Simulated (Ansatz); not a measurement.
## Run report: WSe, single-point calculation

- system: WSe (4 atoms in the cell)
- method: DFT PBEsol, scalar-relativistic, plane waves, PAW, spin-polarised (Ansatz 0.2.0)

The structure was built on a prototype by a generator; it need not be a known phase. It belongs to a series of runs on one base structure; here: antiferromagnetic, doubled cell, propagation vector (0, 0, 1/2).

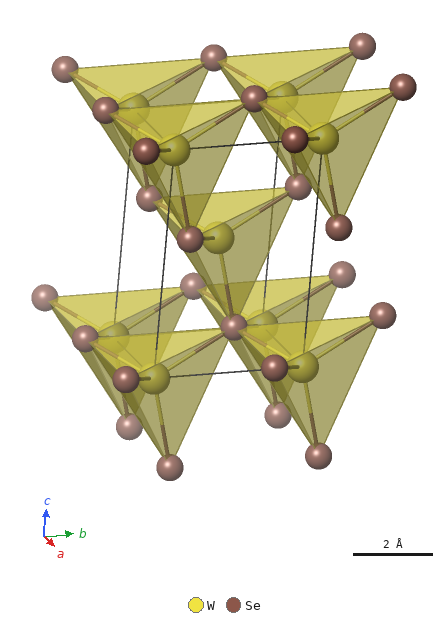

*The structure as given in the input (polyhedral view of the reduced cell, seen slightly off an axis; polyhedra are completed across the faces of the cell). An atom can appear more than once, as a periodic image.*

## Input
```yaml
crystal:
  lattice:
    - [0.0, 2.7923343792, 2.7923343792]
    - [2.7923343792, 0.0, 2.7923343792]
    - [5.5846687584, 5.5846687584, 0.0]
  atoms:
    - { symbol: W, position: [1.0, 1.0, 1.0], spin: 1.0 }
    - { symbol: Se, position: [0.25, 0.25, 0.125] }
    - { symbol: W, position: [1.0, 1.0, 0.5], spin: -1.0 }
    - { symbol: Se, position: [0.25, 0.25, 0.625] }
basis:
  ecutwfc: 420
kpoints:
  mp_grid: { grid: [14, 14, 7] }
hamiltonian:
  xc: pbesol
scf:
  occupations: { method: gaussian, width: 0.1 }
  lower_state_search: "off"
output:
  forces: true
  stress: true
  eigenvalues: true
  populations: true
magnetization:
  spin_polarized: true
```

Run on 1 thread of Intel Xeon @ 2.50GHz (Skylake/Cascade Lake), 189 GiB of memory available, shared host.

Launched with:
```bash
ansatz run input.yaml --threads 1 --pin off --max-ram 2560MiB --backend cpu --events-out ev --progress --plain --runs-dir out
```

## What the program printed
```
Engine: ansatz 0.2.0, x86_64-unknown-linux-gnu
Pseudopotentials: kind: paw
Pseudopotential: W, paw, valence charge 14, recommended cutoff 420 eV (normal), W.paw.azcp
Pseudopotential: Se, paw, valence charge 16, recommended cutoff 420 eV (normal), Se.paw.azcp
Functional definition: PBEsol
  exchange = pbesol_x
  correlation = pbesol_c
Crystal: 4 atoms, lattice volume = 87.089 Å³
Basis set: ecut = 420 eV, 1731 PW (Γ), exchange–correlation on 54×54×108 points (8 copies of the dense FFT grid, shifted against one another)
Bands: 38, of which v1, the nominal top of the filled ones, is band 30 counted from 1 (29 counted from 0)
Symmetry: 6 space group operations
Space group: R3m (ITA 160), of the structure as read, at distance tolerance 4.4e-5 Å
Magnetic group: BNS 160.68 (UNI 1298), of the structure as read, at distance tolerance 4.4e-5 Å
k-points: 144 of 1372 (time reversal used)
Non-local potential: W, projectors of the file, l = 0: 3, l = 1: 2, l = 2: 2, l = 3: 1
Non-local potential: Se, projectors of the file, l = 0: 2, l = 1: 2, l = 2: 3, l = 3: 1
PAW form: soft (Blöchl's): semilocal exchange-correlation on the pseudo side does not see the compensation charge
PAW frozen core: W, regenerated for the run's functional, and the local potential with it (the file was generated under x = pbe(κ = 0.804, μ = 0.2195149727645171), c = pbe(β = 0.06672455060314922))
PAW frozen core: Se, regenerated for the run's functional, and the local potential with it (the file was generated under x = pbe(κ = 0.804, μ = 0.2195149727645171), c = pbe(β = 0.06672455060314922))
PAW one-centre angular grid: W, 590 points (default); XC on 64 Gauss nodes
PAW one-centre angular grid: Se, 590 points (default); XC on 64 Gauss nodes
Initial density: superposition of atomic densities (chi_scale 0.1, normalization cell)
Starting moments: Σ|m| = 2 μB on 2 of 4 sites
Starting magnetic order: antiferromagnet; a translation exchanges its spin sublattices: spin-degenerate at every k-point
Initial wavefunctions: pseudopotential atomic-orbital guess
Functional: x = pbesol(κ = 0.804, μ = 0.12345679012345678), c = pbesol(β = 0.046)
iter 1 solved again at ethr=1.24e-3 eV; its pass at ethr=3.10e-3 eV (dr2=7.44e-1 eV) is discarded
SCF iter   1: F=—  HF=-31357.476972 eV  |F-HF|=—  |Δ(HF+E_count)|=         —  Δρ=2.69e-2 (↑2.69e-2 ↓2.69e-2)  dr2=7.57e-1  dr2_m=3.32e-1  M=0.000 μB ∫|m|=1.183 μB  β_m=0.30  ethr=1.24e-3  ⟨swp⟩=1.0  Hψ=26318  notcnv=0
preconditioner: auto → Kerker (q_TF=auto, 2.564 Å⁻¹)  [metal: Δε(μ)=0.005 eV  Ē_g=8.158 eV  σ=0.100 eV  W_gap=0.03  n_scr=28 (ndim 8)  ℏωp=19.5 eV  f_vac=0.000  D(μ)=5.56/eV (n_scr^D=60)]
spin=Collinear: Kerker preconditioning applied to the charge; magnetization (m = ρ↑ − ρ↓) channel mixes plain (no charge-response kernel on spin).
SCF iter   2: F=—  HF=-31357.469218 eV  |F-HF|=—  |Δ(HF+E_count)|=   7.75e-3  Δρ=2.02e-2 (↑2.02e-2 ↓2.02e-2)  dr2=4.75e-1  dr2_m=1.79e-1  M=0.000 μB ∫|m|=1.125 μB  β_m=0.30  ethr=1.24e-3  ⟨swp⟩=1.1  Hψ=5493  notcnv=0
SCF iter   3: F=—  HF=-31357.372411 eV  |F-HF|=—  |Δ(HF+E_count)|=   9.68e-2  Δρ=1.13e-2 (↑1.13e-2 ↓1.13e-2)  dr2=1.45e-2  dr2_m=9.80e-2  M=0.000 μB ∫|m|=1.067 μB  β_m=0.30  ethr=7.91e-4  ⟨swp⟩=2.0  Hψ=8047  notcnv=0
SCF iter   4: F=—  HF=-31357.388922 eV  |F-HF|=—  |Δ(HF+E_count)|=   1.65e-2  Δρ=8.43e-3 (↑8.43e-3 ↓8.43e-3)  dr2=9.76e-3  dr2_m=5.40e-2  M=0.000 μB ∫|m|=1.024 μB  β_m=0.30  ethr=2.42e-5  ⟨swp⟩=1.0  Hψ=5485  notcnv=0
SCF iter   5: F=—  HF=-31357.398759 eV  |F-HF|=—  |Δ(HF+E_count)|=   9.84e-3  Δρ=6.21e-3 (↑6.21e-3 ↓6.21e-3)  dr2=5.02e-4  dr2_m=3.04e-2  M=0.000 μB ∫|m|=0.985 μB  β_m=0.30  ethr=1.63e-5  ⟨swp⟩=2.0  Hψ=9580  notcnv=0
SCF iter   6: F=—  HF=-31357.403713 eV  |F-HF|=—  |Δ(HF+E_count)|=   4.95e-3  Δρ=4.70e-3 (↑4.70e-3 ↓4.70e-3)  dr2=2.56e-4  dr2_m=1.75e-2  M=0.000 μB ∫|m|=0.949 μB  β_m=0.30  ethr=8.37e-7  ⟨swp⟩=2.0  Hψ=9540  notcnv=0
SCF iter   7: F=—  HF=-31357.406815 eV  |F-HF|=—  |Δ(HF+E_count)|=   3.10e-3  Δρ=3.60e-3 (↑3.60e-3 ↓3.60e-3)  dr2=7.52e-5  dr2_m=1.03e-2  M=0.000 μB ∫|m|=0.916 μB  β_m=0.30  ethr=4.26e-7  ⟨swp⟩=2.0  Hψ=9545  notcnv=0
Mixer restart at iter 7: flushing history
spin-set hold released at iteration 7 (site moments contracting): the magnetisation degrees of freedom join the quasi-Newton model from the next iteration; the mixer history was flushed
SCF iter   8: F=—  HF=-31357.408535 eV  |F-HF|=—  |Δ(HF+E_count)|=   1.72e-3  Δρ=2.82e-3 (↑2.82e-3 ↓2.82e-3)  dr2=3.47e-5  dr2_m=6.35e-3  M=0.000 μB ∫|m|=0.886 μB  β_m=0.63  ethr=1.25e-7  ⟨swp⟩=2.0  Hψ=9589  notcnv=0
SCF iter   9: F=—  HF=-31357.412421 eV  |F-HF|=—  |Δ(HF+E_count)|=   3.89e-3  Δρ=8.31e-4 (↑8.31e-4 ↓8.31e-4)  dr2=5.45e-6  dr2_m=5.50e-4  M=0.000 μB ∫|m|=0.742 μB  β_m=0.82  ethr=5.78e-8  ⟨swp⟩=3.0  Hψ=11370  notcnv=0
SCF iter  10: F=—  HF=-31357.414011 eV  |F-HF|=—  |Δ(HF+E_count)|=   1.59e-3  Δρ=6.62e-4 (↑6.62e-4 ↓6.62e-4)  dr2=1.31e-5  dr2_m=3.48e-4  M=0.000 μB ∫|m|=0.629 μB  β_m=0.62  ethr=9.08e-9  ⟨swp⟩=3.8  Hψ=15233  notcnv=0
SCF iter  11: F=—  HF=-31357.415913 eV  |F-HF|=—  |Δ(HF+E_count)|=   1.90e-3  Δρ=4.23e-4 (↑4.23e-4 ↓4.23e-4)  dr2=3.16e-6  dr2_m=1.42e-4  M=0.000 μB ∫|m|=0.436 μB  β_m=0.66  ethr=9.08e-9  ⟨swp⟩=4.4  Hψ=15623  notcnv=0
SCF iter  12: F=—  HF=-31357.417121 eV  |F-HF|=—  |Δ(HF+E_count)|=   1.21e-3  Δρ=2.71e-4 (↑2.71e-4 ↓2.71e-4)  dr2=5.88e-6  dr2_m=5.73e-5  M=0.000 μB ∫|m|=0.215 μB  β_m=0.70  ethr=5.26e-9  ⟨swp⟩=4.0  Hψ=15848  notcnv=0
SCF iter  13: F=—  HF=-31357.417559 eV  |F-HF|=—  |Δ(HF+E_count)|=   4.38e-4  Δρ=4.53e-5 (↑4.53e-5 ↓4.53e-5)  dr2=7.97e-7  dr2_m=1.48e-6  M=0.000 μB ∫|m|=0.014 μB  β_m=0.84  ethr=5.26e-9  ⟨swp⟩=4.0  Hψ=15919  notcnv=0
SCF iter  14: F=—  HF=-31357.417562 eV  |F-HF|=—  |Δ(HF+E_count)|=   2.76e-6  Δρ=1.15e-5 (↑1.15e-5 ↓1.15e-5)  dr2=1.56e-7  dr2_m=7.11e-8  M=0.000 μB ∫|m|=0.007 μB  β_m=0.92  ethr=1.33e-9  ⟨swp⟩=2.0  Hψ=9881  notcnv=0  defer=1
iter 15 did not close the SCF: its close was put off for a magnetic moment that had not settled (scf_convergence_deferred on its scf_iter line)
SCF iter  15: F=-31357.417562 eV  HF=-31357.417562 eV  |F-HF|=9.84e-9  |Δ(HF+E_count)|=   4.66e-7  Δρ=2.95e-6 (↑2.95e-6 ↓2.95e-6)  dr2=3.44e-8  dr2_m=2.72e-9  M=0.000 μB ∫|m|=0.002 μB  β_m=0.96  ethr=1.67e-10  ⟨swp⟩=7.7  Hψ=24586  notcnv=0
iter 16 did not close the SCF: its close was put off for a magnetic moment that had not settled (scf_convergence_deferred on its scf_iter line)
SCF iter  16: F=-31357.417562 eV  HF=-31357.417562 eV  |F-HF|=8.22e-10  |Δ(HF+E_count)|=   4.42e-8  Δρ=8.83e-7 (↑8.83e-7 ↓8.83e-7)  dr2=2.97e-9  dr2_m=1.40e-10  M=0.000 μB ∫|m|=0.000 μB  β_m=0.98  ethr=5.73e-11  ⟨swp⟩=2.0  Hψ=17654  notcnv=0
SCF iter  17: F=-31357.417562 eV  HF=-31357.417562 eV  |F-HF|=1.09e-11  |Δ(HF+E_count)|=   1.08e-9  Δρ=2.43e-7 (↑2.43e-7 ↓2.43e-7)  dr2=2.07e-10  dr2_m=1.92e-11  M=0.000 μB ∫|m|=0.000 μB  ethr=4.94e-12  ⟨swp⟩=1.1  Hψ=12926  notcnv=0
WARN: the starting moments were not kept: the SCF closed with an absolute magnetisation of 1.8e-5 μB, where they sum to 2 μB in size (2 sites). That is at most 0.1 of that sum. Measured as dr2_m measures the in/out step, that magnetisation stands 3.1e-11 eV from none, at or under the dr2_threshold of 1.0e-7 eV: it is no larger than a step whose dr2_m would equal this threshold. The system may hold no moment; this SCF shows only that its start led to no more than that. To try another start: raise the starting moments (crystal.atoms[].spin, magnetization.per_species, magnetization.initial_magnetization, or on a non-collinear deck that types none of these the spinor_matrix: blocks that start its atoms; where the total moment is fixed, keep their sum and leave initial_magnetization as it is; typed ones take the place of any that the run laid by itself, positive ones on a crystal's lanthanoids without a Hubbard term where scf.initial_density.shell_occupations: [] is typed) or, if the notice of its spin-set hold's release reads "site moments contracting" or "site moments show no strong build", lengthen the hold (scf.mixing.spin_hold: { on: { confirm: 4 } }; for m-r²SCAN on two components see the key's manual first). Each may lead to a state that holds a moment. A second SCF, from the converged charge density, with the starting moments and any scf.initial_density.shell_occupations laid on it anew, would have followed, and was not run: the deck does not ask for one (magnetization.retry_lost_moments is false, the default). To let it run, set magnetization.retry_lost_moments: true and run the deck again, where that key's refused combinations let it; where memory then withholds it, that run's warning says so.
SCF 1 converged in 17 iterations: F = -31357.417562 eV  dr2 = 2.07e-10
  greatest PAW one-centre occupation: 1.000 electrons in one spin orbital (limit 2), on the Se atom at site 3 (counted from 0), in its partial waves of l = 2
```

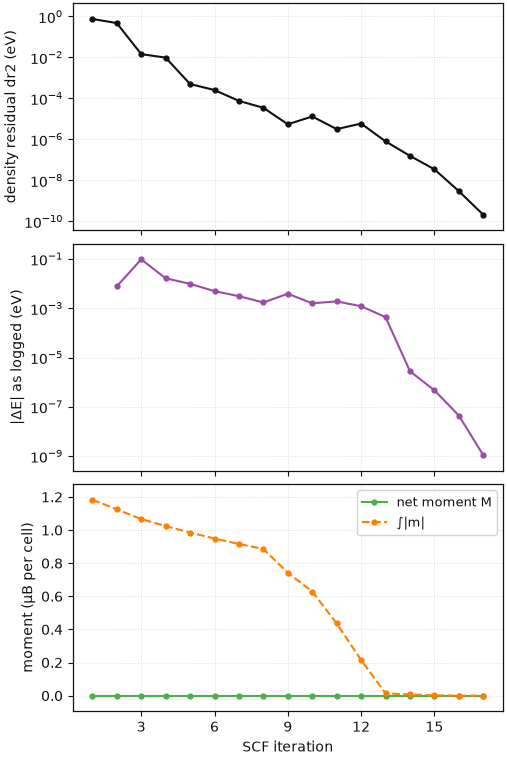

*Convergence of the self-consistent field: density residual dr2, size of the energy change and magnetic moment against the SCF iteration.*

The residual comes down, with one marked jump up, by a factor of about 2.5, at step 10. The net moment stays at 0.0 μB per cell, and ∫|m| falls to zero.

```
SCF converged after 17 iterations
Magnetization: 0.0000 μB (30.0000 up, 30.0000 down)
Absolute magnetization: 0.0000 μB (∫|ρ↑−ρ↓|, with the PAW one-centre terms)
Spin contamination: 0.0000 ħ² per cell (⟨S²⟩ above its minimum at these occupations)
Per-site moments (μB) at R_I (Å): [(5.332723752117287e-6, 0.997520909652238), (-9.24431453998535e-8, 0.9975209096522383), (-5.332723752117289e-6, 0.9975209096522383), (9.244314539985425e-8, 0.997520909652238)]
Free energy (F): -31357.417562 eV
Harris-Foulkes:  -31357.417562 eV  (|F-HF|=1.09e-11)
Internal energy: -31357.389849 eV  (E = F + TS)
E sigma→0 (E₀):  -31357.403706 eV
Entropy (-TS):   -0.027713 eV (-6.928 meV/atom)
Fermi energy:    13.052937 eV
--- Per-component energies (eV) ---
  E_band       = -1080.701301
  E_kinetic    = 1143.127155
  E_local      = -6875.629480  (includes V_loc(G=0)·N_el)
  E_nonlocal   = -1168.515469
  E_hartree    = 3158.690865
  E_xc         = -734.179864
  E_vxc        = -670.022440  (∫ρ·V_xc dr)
  E_paw        = -20613.581375  (= ΣΔE_a)
  E_vpaw       = 172.958284  (= ΣTr[D̂ρ^β])
  E_aug_tail   = -0.001318  (compensation charges beyond the density's cutoff)
  E_ewald      = -6269.760849
  E_core_change = 2.460485  (= ΣΔE_core)
  E_smearing   = -0.027713  (= −TS)
  E_closure    = 0.000000  (closes the sum)
  Σ components = -31357.417562   (vs F -31357.417562, Δ=0.00e0)
--- Forces (eV/Å), atoms counted from 1 ---
  atom   1  W     -0.00000133    -0.00000133     0.00000133
  atom   2  Se    -0.00000014    -0.00000014     0.00000014
  atom   3  W     -0.00000133    -0.00000133     0.00000133
  atom   4  Se    -0.00000014    -0.00000014     0.00000014
  max |Σ_I F_I| component: 2.94e-6 eV/Å
--- Stress (GPa, compression-positive) ---
       -0.002165      -0.000007       0.000007
       -0.000007      -0.002165       0.000007
        0.000007       0.000007      -0.002165
  P = ⅓ Tr σ = -0.0022 GPa (-0.022 kbar)
--- Band table (eV; the first three rows and the last of 288) ---
  k-point 0 ↑: bands = ["-60.7948", "-60.7938", "-35.9557", "-35.9557", "-35.9557", "-35.9548", "-35.9548", "-35.9519", "-35.9399", "-35.9399", "-35.9399", "-35.9399", "-25.1762", "-25.1244", "-25.1244", "-25.1147", "-25.1147", "-25.1147", "-2.4614", "-1.6091", "6.5908", "7.6587", "7.6587", "7.6587", "8.0692", "8.0692", "12.5167", "12.5167", "12.8427", "12.9342", "12.9342", "13.5561", "15.4773", "15.4773", "16.2213", "17.8945", "17.8945", "17.8945"]
  k-point 1 ↑: bands = ["-60.7947", "-60.7938", "-35.9557", "-35.9557", "-35.9555", "-35.9549", "-35.9549", "-35.9521", "-35.9399", "-35.9399", "-35.9399", "-35.9399", "-25.1731", "-25.1239", "-25.1239", "-25.1178", "-25.1152", "-25.1152", "-2.4218", "-1.6540", "6.6090", "7.5616", "7.6835", "7.6835", "8.0550", "8.0550", "12.4878", "12.4878", "12.8258", "12.8258", "13.0617", "13.7737", "15.7008", "15.7008", "16.2230", "17.6312", "17.8895", "17.8895"]
  k-point 2 ↑: bands = ["-60.7946", "-60.7940", "-35.9556", "-35.9556", "-35.9550", "-35.9550", "-35.9550", "-35.9526", "-35.9399", "-35.9399", "-35.9399", "-35.9399", "-25.1647", "-25.1264", "-25.1226", "-25.1226", "-25.1166", "-25.1166", "-2.3095", "-1.7783", "6.6784", "7.3245", "7.7514", "7.7514", "8.0111", "8.0111", "12.4279", "12.4279", "12.6154", "12.6154", "13.6751", "14.3400", "16.1747", "16.2381", "16.2381", "16.8990", "17.7835", "17.7835"]
  k-point 143 ↓: bands = ["-60.7935", "-60.7935", "-35.9544", "-35.9544", "-35.9542", "-35.9541", "-35.9515", "-35.9515", "-35.9400", "-35.9400", "-35.9398", "-35.9397", "-25.1676", "-25.1669", "-25.1465", "-25.1452", "-25.1326", "-25.1306", "-1.4037", "-1.3873", "7.0477", "7.0508", "7.3625", "7.4097", "8.4855", "8.5876", "11.4027", "11.4669", "12.4101", "12.4498", "13.2929", "13.3324", "14.7164", "14.7749", "15.6962", "15.7042", "19.2781", "19.3048"]
--- Löwdin populations: 4 sites ---
  site symbol       q [e]    m [muB]
     0      W     13.9102     0.0000
     1     Se     15.8753    -0.0000
     2      W     13.9102    -0.0000
     3     Se     15.8753     0.0000
  spilling = 0.007151 (of n_electrons = 60.000000)
```

## File populations.tsv
```
# site	symbol	l	j	q_up	q_dn
# orbitals = lowdin
# n_electrons = 60.000000
# spilling = 0.007151
0	W	0_5S	-	0.990180	0.990180
0	W	0_6S	-	0.298947	0.298947
0	W	1_5P	-	2.992097	2.992097
0	W	2_5D	-	2.673892	2.673883
1	Se	0_4S	-	0.826803	0.826803
1	Se	1_4P	-	2.110926	2.110927
1	Se	2_3D	-	4.999900	4.999900
2	W	0_5S	-	0.990180	0.990180
2	W	0_6S	-	0.298947	0.298947
2	W	1_5P	-	2.992097	2.992097
2	W	2_5D	-	2.673883	2.673892
3	Se	0_4S	-	0.826803	0.826803
3	Se	1_4P	-	2.110927	2.110926
3	Se	2_3D	-	4.999900	4.999900
```

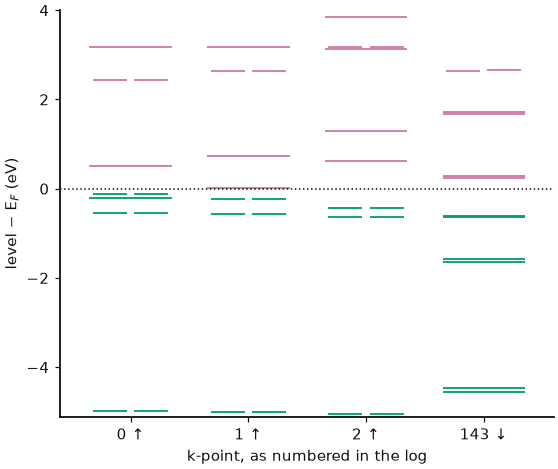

*Kohn–Sham levels near the Fermi level (dotted) at the few k-points that the log prints; levels within 0.02 eV of each other stand side by side.*

The system is metallic on the full mesh.

## Results in brief

- outcome: converged
- space group (tolerance 0.01 Å): F-43m (216)
- electrons treated: 60
- free energy: −31357.4176 eV
- Fermi energy: 13.053 eV
- gap on the k-point mesh: none (metallic)
- net moment of the cell: 0.00 μB
- integrated absolute moment: 0.00 μB
- pressure: 0.00 GPa
- largest force (length of the vector): under 0.001 eV/Å
- wall time: 2.7 min
- peak memory: 0.75 GiB

## Notes

Warnings of the run: some starting moments were not kept. Spin–orbit coupling is left out, which matters for W.
